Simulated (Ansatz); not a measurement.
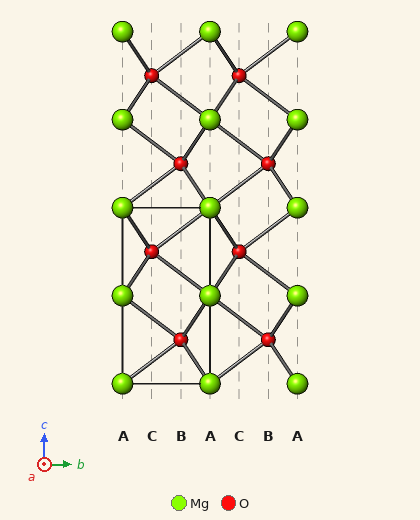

The picture looks along a close-packed row of the hexagonal mesh; c points upwards. The dashed lines mark the three columns A (0, 0), B (1/3, 2/3) and C (2/3, 1/3). The sequence starts with the first layer at or above the cell's origin.

System MgO (space group P6_3/mmc, No. 194); source of the atomic positions: coordinates from a relaxation with DFT PBE, scalar-relativistic, plane waves, PAW in Ansatz; the starting structure was generated, so it need not be a known form of this composition.

**List the layers of one repeat.**

Mg(A) – O(B) – Mg(A) – O(C) (four layers in 5.16 Å).

**How are the O layers alone stacked?**

O layers alone: BC, the hexagonal close-packed type.

**Which positions between or in the O layers do the other atoms fill?**

Mg: two octahedral sites, counted in one hexagonal cell.

Heights of the layers:

```json
{"layer": "1", "atoms (column)": "Mg(A)", "height (Å)": "0.00", "to next (Å)": "1.29"}
{"layer": "2", "atoms (column)": "O(B)", "height (Å)": "1.29", "to next (Å)": "1.29"}
{"layer": "3", "atoms (column)": "Mg(A)", "height (Å)": "2.58", "to next (Å)": "1.29"}
{"layer": "4", "atoms (column)": "O(C)", "height (Å)": "3.87", "to next (Å)": "1.29"}
```
